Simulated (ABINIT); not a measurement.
**Ta: band-structure run (part 3 of 3)**

Continued. System: Ta (Im-3m, 1 atom in the cell). Method: Kohn-Sham DFT of a periodic cell, PBE, JTH PAW PBE v2.0, no spin polarisation (ABINIT 10.8.3); cutoff 517.02 eV, 11×11×11 k-mesh, fermi-dirac of 0.05 eV. The structure derives from an entry of the Crystallography Open Database.

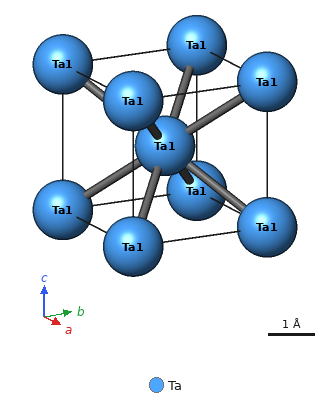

*The input geometry (ball-and-stick view of the cell 2 times as large as that of the calculation, set on its symmetry axes, seen slightly off an axis; atoms are numbered from 1 in the order of the input). An atom can appear more than once, as a periodic image.*

## What the program printed, continued
```
  2.00E-12  9.16E-12  4.83E-12  5.09E-12  8.38E-12  6.38E-12  4.19E-12  2.71E-12
  2.83E-12  9.23E-12  3.26E-12  1.59E-12  4.63E-12  7.58E-08  1.68E-07  2.65E-04
  1.25E-04
 -2.4232E+00 -1.2012E+00 -1.2012E+00 -1.1874E+00 -3.3308E-02  4.1158E-03
  4.1158E-03  2.2328E-01  2.2328E-01  3.2019E-01  4.8955E-01  4.8955E-01
  5.6923E-01  9.0820E-01  9.0820E-01  1.0830E+00  1.0892E+00
 Non-SCF case, kpt   30 (  0.32143  0.03571  0.32143), residuals and eigenvalues=
  2.42E-12  6.81E-12  1.68E-12  4.23E-12  2.79E-12  1.54E-12  6.27E-12  1.63E-12
  2.43E-12  4.59E-12  1.88E-12  1.28E-12  1.56E-12  7.87E-10  1.33E-09  7.17E-05
  2.75E-03
 -2.4231E+00 -1.2043E+00 -1.2043E+00 -1.1813E+00 -5.0587E-02  5.2140E-03
  5.2140E-03  2.1151E-01  2.1151E-01  3.5122E-01  4.8141E-01  4.8141E-01
  6.4647E-01  8.4899E-01  8.4899E-01  1.1371E+00  1.1402E+00
 Non-SCF case, kpt   31 (  0.35714 -0.07143  0.35714), residuals and eigenvalues=
  2.95E-12  8.67E-12  4.49E-12  4.36E-12  6.04E-12  5.37E-12  3.07E-12  6.08E-12
  2.81E-12  9.26E-13  9.01E-12  8.87E-12  8.19E-12  2.08E-12  2.40E-12  5.52E-06
  2.85E-04
 -2.4226E+00 -1.2060E+00 -1.2060E+00 -1.1812E+00 -3.6177E-02 -9.3081E-03
 -9.3081E-03  2.0311E-01  2.0311E-01  3.7721E-01  4.8333E-01  4.8333E-01
  7.4384E-01  8.0754E-01  8.0754E-01  1.1225E+00  1.2151E+00
 Non-SCF case, kpt   32 (  0.39286 -0.17857  0.39286), residuals and eigenvalues=
  7.77E-12  6.24E-12  2.93E-12  1.55E-12  4.75E-12  5.36E-12  7.75E-12  7.69E-12
  2.95E-12  3.97E-12  6.78E-12  5.20E-12  7.74E-12  6.71E-12  4.93E-12  6.77E-09
  3.04E-07
 -2.4219E+00 -1.2064E+00 -1.2064E+00 -1.1868E+00 -3.7827E-02 -3.7827E-02
  1.5110E-02  2.1022E-01  2.1022E-01  3.9765E-01  4.7161E-01  4.7161E-01
  8.0228E-01  8.0228E-01  8.2092E-01  1.0632E+00  1.1333E+00
 Non-SCF case, kpt   33 (  0.42857 -0.28571  0.42857), residuals and eigenvalues=
  8.87E-12  2.26E-12  5.22E-12  2.86E-12  6.70E-12  1.82E-12  3.43E-12  1.20E-12
  8.84E-12  7.92E-12  9.06E-12  1.10E-12  3.06E-12  1.38E-12  1.22E-11  1.72E-09
  6.63E-08
 -2.4212E+00 -1.2060E+00 -1.2060E+00 -1.1952E+00 -6.8867E-02 -6.8867E-02
  9.9828E-02  2.3346E-01  2.3346E-01  4.1031E-01  4.3527E-01  4.3527E-01
  7.7317E-01  8.3195E-01  8.3195E-01  1.0228E+00  1.1374E+00
 Non-SCF case, kpt   34 (  0.46429 -0.39286  0.46429), residuals and eigenvalues=
  5.29E-12  9.56E-12  3.16E-12  1.73E-12  6.01E-12  2.56E-12  3.89E-12  2.00E-12
  7.50E-13  8.54E-12  5.05E-12  1.89E-12  1.78E-12  2.48E-12  1.52E-11  3.85E-10
  2.93E-05
 -2.4206E+00 -1.2054E+00 -1.2054E+00 -1.2023E+00 -9.1489E-02 -9.1489E-02
  2.0707E-01  2.6721E-01  2.6721E-01  3.8770E-01  3.8770E-01  3.9997E-01
  6.6568E-01  8.6954E-01  8.6954E-01  9.6436E-01  1.2724E+00
 Non-SCF case, kpt   35 (  0.50000 -0.50000  0.50000), residuals and eigenvalues=
  1.93E-12  5.23E-12  3.43E-12  5.56E-12  4.74E-12  7.28E-12  4.83E-12  4.24E-12
  6.33E-12  2.71E-12  5.43E-12  6.66E-12  1.09E-12  9.30E-12  8.37E-12  4.85E-11
  4.95E-07
 -2.4203E+00 -1.2051E+00 -1.2051E+00 -1.2051E+00 -9.9654E-02 -9.9654E-02
  2.9194E-01  2.9194E-01  2.9194E-01  3.5740E-01  3.5740E-01  3.5740E-01
  6.1655E-01  8.8621E-01  8.8621E-01  9.4347E-01  1.3720E+00

--- !ResultsGS
iteration_state: {dtset: 2, }
comment   : Summary of ground state results
lattice_vectors:
- [ -3.1204670,   3.1204670,   3.1204670, ]
- [  3.1204670,  -3.1204670,   3.1204670, ]
- [  3.1204670,   3.1204670,  -3.1204670, ]
lattice_lengths: [   5.40481,    5.40481,    5.40481, ]
lattice_angles: [109.471, 109.471, 109.471, ] # degrees, (23, 13, 12)
lattice_volume:   1.2153987E+02
convergence: {deltae:  0.000E+00, res2:  0.000E+00, residm:  9.900E-12, diffor:  0.000E+00, }
etotal    :  -5.89709732E+01
entropy   :   0.00000000E+00
fermie    :   3.98603969E-02
cartesian_stress_tensor: null
pressure_GPa: null
xred      :
- [  0.0000E+00,   0.0000E+00,   0.0000E+00, Ta]
cartesian_forces: null
force_length_stats: {min: null, max: null, mean: null, }
...

 Integrated electronic density in atomic spheres:
 ------------------------------------------------
 Atom  Sphere_radius  Integrated_density
    1        2.41973         10.66164548

================================================================================

 ----iterations are completed or convergence reached----

 Mean square residual over all n,k,spin=   44.847E-13; max=  99.002E-13
 reduced coordinates (array xred) for    1 atoms
       0.000000000000      0.000000000000      0.000000000000

 cartesian coordinates (angstrom) at end:
    1      0.00000000000000     0.00000000000000     0.00000000000000
 length scales=  1.000000000000  1.000000000000  1.000000000000 bohr
              =  0.529177210544  0.529177210544  0.529177210544 angstroms
 Eigenvalues (hartree) for nkpt=  35  k points:
 kpt#   1, nband= 17, wtk=  1.00000, kpt=  0.0000  0.0000  0.0000 (reduced coord)
  -2.42773   -1.17501   -1.17501   -1.17501   -0.25096    0.06740    0.06740    0.06740
   0.18780    0.18780    0.59007    0.59007    0.59007    0.99560    0.99560    1.08816
   1.08816
 kpt#   2, nband= 17, wtk=  1.00000, kpt=  0.0625 -0.0625  0.0625 (reduced coord)
  -2.42741   -1.17744   -1.17611   -1.17611   -0.23823    0.06560    0.06560    0.07345
   0.16661    0.19504    0.61244    0.61244    0.61337    0.87160    1.01335    1.07162
   1.07163
 kpt#   3, nband= 17, wtk=  1.00000, kpt=  0.1250 -0.1250  0.1250 (reduced coord)
  -2.42652   -1.18373   -1.17927   -1.17927   -0.20246    0.06375    0.06375    0.09134
   0.11698    0.21352    0.66693    0.67407    0.67407    0.71983    1.01706    1.01706
   1.06860
 kpt#   4, nband= 17, wtk=  1.00000, kpt=  0.1875 -0.1875  0.1875 (reduced coord)
  -2.42523   -1.19149   -1.18406   -1.18406   -0.15085    0.05944    0.06879    0.06879
   0.12015    0.23019    0.61005    0.72606    0.75393    0.75393    0.93925    0.93925
   1.16396
 kpt#   5, nband= 17, wtk=  1.00000, kpt=  0.2500 -0.2500  0.2500 (reduced coord)
  -2.42377   -1.19829   -1.18978   -1.18978   -0.09678    0.00558    0.08645    0.08645
   0.15800    0.22538    0.57757    0.75045    0.75045    0.77887    0.94917    0.94917
   1.15018
 kpt#   6, nband= 17, wtk=  1.00000, kpt=  0.3125 -0.3125  0.3125 (reduced coord)
  -2.42240   -1.20273   -1.19559   -1.19559   -0.06403   -0.03925    0.11988    0.11988
   0.20154    0.21873    0.61915    0.64748    0.64748    0.82271    0.99598    1.06815
   1.06929
 kpt#   7, nband= 17, wtk=  1.00000, kpt=  0.3750 -0.3750  0.3750 (reduced coord)
  -2.42129   -1.20470   -1.20056   -1.20056   -0.07247   -0.06951    0.16997    0.16997
   0.24490    0.25419    0.53405    0.53405    0.67843    0.85664    0.87750    1.02062
   1.20244
 kpt#   8, nband= 17, wtk=  1.00000, kpt=  0.4375 -0.4375  0.4375 (reduced coord)
  -2.42058   -1.20511   -1.20390   -1.20390   -0.09281   -0.09015    0.23516    0.23516
   0.27877    0.31877    0.42811    0.42811    0.65719    0.86377    0.87856    0.96445
   1.31900
 kpt#   9, nband= 17, wtk=  1.00000, kpt=  0.5000 -0.5000  0.5000 (reduced coord)
  -2.42034   -1.20508   -1.20508   -1.20508   -0.09965   -0.09965    0.29194    0.29194
   0.29194    0.35740    0.35740    0.35740    0.61655    0.88621    0.88621    0.94347
   1.37197
 kpt#  10, nband= 17, wtk=  1.00000, kpt=  0.4167 -0.4167  0.5000 (reduced coord)
  -2.42055   -1.20598   -1.20404   -1.20320   -0.09309   -0.09145    0.23047    0.23105
   0.29413    0.35656    0.39198    0.41689    0.65958    0.86746    0.87520    0.96234
   1.29456
 kpt#  11, nband= 17, wtk=  1.00000, kpt=  0.3333 -0.3333  0.5000 (reduced coord)
  -2.42113   -1.20843   -1.20117   -1.19797   -0.07716   -0.06750    0.15077    0.15084
   0.30023    0.35088    0.42066    0.49123    0.73837    0.83006    0.86370    1.01277
   1.18178
 kpt#  12, nband= 17, wtk=  1.00000, kpt=  0.2500 -0.2500  0.5000 (reduced coord)
  -2.42192   -1.21173   -1.19718   -1.19065   -0.06814   -0.02975    0.08135    0.10365
   0.30888    0.33254    0.43993    0.55477    0.70501    0.80530    0.95664    1.05999
   1.09992
 kpt#  13, nband= 17, wtk=  1.00000, kpt=  0.1667 -0.1667  0.5000 (reduced coord)
  -2.42270   -1.21498   -1.19311   -1.18309   -0.08580    0.01829    0.02822    0.11460
   0.29637    0.31793    0.45529    0.60580    0.61041    0.81068    1.04722    1.04785
   1.08464
 kpt#  14, nband= 17, wtk=  1.00000, kpt=  0.0833 -0.0833  0.5000 (reduced coord)
  -2.42327   -1.21732   -1.19008   -1.17740   -0.11067   -0.00506    0.06920    0.15775
   0.24945    0.32480    0.46614    0.51986    0.64175    0.84141    1.01468    1.02566
   1.15186
 kpt#  15, nband= 17, wtk=  1.00000, kpt=  0.0000  0.0000  0.5000 (reduced coord)
  -2.42348   -1.21818   -1.18895   -1.17527   -0.12079   -0.01638    0.09796    0.18343
   0.22128    0.32741    0.47141    0.47738    0.65540    0.86346    0.99994    1.01840
   1.14070
 kpt#  16, nband= 17, wtk=  1.00000, kpt=  0.0000  0.0000  0.4167 (reduced coord)
  -2.42377   -1.21549   -1.18805   -1.17526   -0.12180   -0.01194    0.07310    0.18613
   0.21582    0.29449    0.49560    0.50005    0.70032    0.88973    0.94695    1.00316
   1.00899
 kpt#  17, nband= 17, wtk=  1.00000, kpt=  0.0000  0.0000  0.3333 (reduced coord)
  -2.42455   -1.20802   -1.18556   -1.17520   -0.13337    0.00082    0.03990    0.17911
   0.20443    0.22837    0.54249    0.57202    0.80076    0.84724    0.89957    0.93871
   0.97850
 kpt#  18, nband= 17, wtk=  1.00000, kpt=  0.0000  0.0000  0.2500 (reduced coord)
  -2.42562   -1.19747   -1.18210   -1.17514   -0.16687    0.01998    0.03687    0.16294
   0.16619    0.19453    0.59671    0.65449    0.74811    0.82787    0.88239    0.91594
   1.05752
 kpt#  19, nband= 17, wtk=  1.00000, kpt=  0.0000  0.0000  0.1667 (reduced coord)
  -2.42668   -1.18648   -1.17859   -1.17507   -0.20854    0.04181    0.05348    0.11121
   0.16273    0.18926    0.61662    0.66563    0.67377    0.83255    0.87593    1.01586
   1.09191
 kpt#  20, nband= 17, wtk=  1.00000, kpt=  0.0000  0.0000  0.0833 (reduced coord)
  -2.42745   -1.17813   -1.17597   -1.17502   -0.23968    0.06008    0.06497    0.07852
   0.17661    0.18781    0.60003    0.60998    0.61916    0.91364    0.95213    1.07286
   1.08578
 kpt#  21, nband= 17, wtk=  1.00000, kpt=  0.0000  0.0000  0.0000 (reduced coord)
  -2.42773   -1.17501   -1.17501   -1.17501   -0.25096    0.06740    0.06740    0.06740
   0.18780    0.18780    0.59007    0.59007    0.59007    0.99560    0.99560    1.08816
   1.08816
 kpt#  22, nband= 17, wtk=  1.00000, kpt=  0.0357  0.0357  0.0357 (reduced coord)
  -2.42742   -1.17875   -1.17539   -1.17539   -0.23856    0.06081    0.06081    0.08186
   0.18198    0.18198    0.59777    0.61811    0.61811    0.93321    0.93321    1.01932
   1.16148
 kpt#  23, nband= 17, wtk=  1.00000, kpt=  0.0714  0.0714  0.0714 (reduced coord)
  -2.42659   -1.18817   -1.17662   -1.17662   -0.20432    0.04089    0.04089    0.12511
   0.17737    0.17737    0.62089    0.66724    0.66724    0.88452    0.88734    0.88734
   1.20072
 kpt#  24, nband= 17, wtk=  1.00000, kpt=  0.1071  0.1071  0.1071 (reduced coord)
  -2.42549   -1.19904   -1.17887   -1.17887   -0.15518    0.01483    0.01483    0.18433
   0.18433    0.19505    0.65818    0.65818    0.65940    0.73006    0.95092    0.95092
   1.08455
 kpt#  25, nband= 17, wtk=  1.00000, kpt=  0.1429  0.1429  0.1429 (reduced coord)
  -2.42443   -1.20701   -1.18225   -1.18225   -0.09873   -0.00593   -0.00593    0.19867
   0.19867    0.28421    0.57372    0.61305    0.61305    0.71329    1.00917    1.08240
   1.08240
 kpt#  26, nband= 17, wtk=  1.00000, kpt=  0.1786  0.1786  0.1786 (reduced coord)
  -2.42366   -1.20928   -1.18667   -1.18667   -0.04342   -0.01558   -0.01558    0.21350
   0.21350    0.37717    0.43408    0.57183    0.57183    0.78252    0.98408    1.07423
   1.07423
 kpt#  27, nband= 17, wtk=  1.00000, kpt=  0.2143  0.2143  0.2143 (reduced coord)
  -2.42329   -1.20528   -1.19173   -1.19173   -0.01401   -0.01401   -0.00476    0.22387
   0.22387    0.33453    0.45465    0.53992    0.53992    0.86704    1.01785    1.01856
   1.01856
 kpt#  28, nband= 17, wtk=  1.00000, kpt=  0.2500  0.2500  0.2500 (reduced coord)
  -2.42320   -1.19679   -1.19679   -1.19679   -0.00516   -0.00516   -0.00516    0.22761
   0.22761    0.30095    0.51224    0.51224    0.51224    0.96674    0.96674    0.96675
   1.09712
 kpt#  29, nband= 17, wtk=  1.00000, kpt=  0.2857  0.1429  0.2857 (reduced coord)
  -2.42320   -1.20115   -1.20115   -1.18740   -0.03331    0.00412    0.00412    0.22328
   0.22328    0.32019    0.48955    0.48955    0.56923    0.90820    0.90820    1.08297
   1.08916
 kpt#  30, nband= 17, wtk=  1.00000, kpt=  0.3214  0.0357  0.3214 (reduced coord)
  -2.42306   -1.20429   -1.20429   -1.18128   -0.05059    0.00521    0.00521    0.21151
   0.21151    0.35122    0.48141    0.48141    0.64647    0.84899    0.84899    1.13708
   1.14018
 kpt#  31, nband= 17, wtk=  1.00000, kpt=  0.3571 -0.0714  0.3571 (reduced coord)
  -2.42263   -1.20598   -1.20598   -1.18117   -0.03618   -0.00931   -0.00931    0.20311
   0.20311    0.37721    0.48333    0.48333    0.74384    0.80754    0.80754    1.12248
   1.21510
 kpt#  32, nband= 17, wtk=  1.00000, kpt=  0.3929 -0.1786  0.3929 (reduced coord)
  -2.42195   -1.20638   -1.20638   -1.18683   -0.03783   -0.03783    0.01511    0.21022
   0.21022    0.39765    0.47161    0.47161    0.80228    0.80228    0.82092    1.06317
   1.13326
 kpt#  33, nband= 17, wtk=  1.00000, kpt=  0.4286 -0.2857  0.4286 (reduced coord)
  -2.42118   -1.20596   -1.20596   -1.19521   -0.06887   -0.06887    0.09983    0.23346
   0.23346    0.41031    0.43527    0.43527    0.77317    0.83195    0.83195    1.02278
   1.13742
 kpt#  34, nband= 17, wtk=  1.00000, kpt=  0.4643 -0.3929  0.4643 (reduced coord)
  -2.42057   -1.20535   -1.20535   -1.20233   -0.09149   -0.09149    0.20707    0.26721
   0.26721    0.38770    0.38770    0.39997    0.66568    0.86954    0.86954    0.96436
   1.27240
 kpt#  35, nband= 17, wtk=  1.00000, kpt=  0.5000 -0.5000  0.5000 (reduced coord)
  -2.42034   -1.20508   -1.20508   -1.20508   -0.09965   -0.09965    0.29194    0.29194
   0.29194    0.35740    0.35740    0.35740    0.61655    0.88621    0.88621    0.94347
   1.37197

== END DATASET(S) ==============================================================
================================================================================

 -outvars: echo values of variables after computation  --------
            acell      1.0000000000E+00  1.0000000000E+00  1.0000000000E+00 Bohr
           etotal1    -5.8970973201E+01
            fcart1    -0.0000000000E+00 -0.0000000000E+00 -0.0000000000E+00
            rprim     -3.1204669551E+00  3.1204669551E+00  3.1204669551E+00
                       3.1204669551E+00 -3.1204669551E+00  3.1204669551E+00
                       3.1204669551E+00  3.1204669551E+00 -3.1204669551E+00
           strten1    -8.2375679553E-05 -8.2375679553E-05 -8.2375679553E-05
                       0.0000000000E+00  0.0000000000E+00  0.0000000000E+00
 Calculation completed.
```

This output came from the following input.

## Input
```
# Datasets: ground state, then fixed potential
ndtset 2

# Pseudopotentials
pp_dirpath "./"
pseudos "Ta.GGA_PBE-JTH.xml"

# Structure
acell 3*1.0
rprim
    -3.1204669551     3.1204669551     3.1204669551
     3.1204669551    -3.1204669551     3.1204669551
     3.1204669551     3.1204669551    -3.1204669551
ntypat 1
znucl 73
natom 1
typat 1
xred
     0.0000000000     0.0000000000     0.0000000000

# Plane-wave basis
ecut 19.0
pawecutdg 38.0
pawxcdev 0

# Exchange and correlation
ixc 11

# Bands and occupations
occopt 3
tsmear 0.00183747

# SCF cycle
nstep 100

# Output
iomode 3
prtwf 0
prteig 0
prtebands 0
prtden1 1

# Dataset 1
kptopt1 1
ngkpt1 11 11 11
nshiftk1 1
shiftk1 0.0 0.0 0.0
nband1 11
tolvrs1 1.0e-9

# Dataset 2: bands along G-H-N-G-P-H
iscf2 -2
getden2 1
nband2 17
nbdbuf2 4
tolwfr2 1.0e-11
kptopt2 -5
ndivsm2 6
prteig2 1
prtvol2 -3
kptbounds2
     0.0000000000     0.0000000000     0.0000000000
     0.5000000000    -0.5000000000     0.5000000000
     0.0000000000     0.0000000000     0.5000000000
     0.0000000000     0.0000000000     0.0000000000
     0.2500000000     0.2500000000     0.2500000000
     0.5000000000    -0.5000000000     0.5000000000
```

Launch command:
```bash
abinit run.abi > log 2>&1
```

## Key numbers

```json
{"quantity": "outcome", "value": "converged"}
{"quantity": "space group (tolerance 0.01 Å)", "value": "Im-3m (229)"}
{"quantity": "electrons treated", "value": "13"}
{"quantity": "free energy", "value": "−1604.6819 eV"}
{"quantity": "Fermi energy", "value": "1.085 eV"}
{"quantity": "gap on the k-point mesh", "value": "none (metallic)"}
{"quantity": "pressure", "value": "2.42 GPa"}
{"quantity": "largest force (length of the vector)", "value": "under 0.001 eV/Å"}
{"quantity": "hardware", "value": "1 thread of Arm Neoverse V1, 24 GiB of memory available, shared host"}
{"quantity": "wall time", "value": "16 s"}
{"quantity": "peak memory", "value": "0.09 GiB"}
```

Spin–orbit coupling is left out, which matters for Ta.
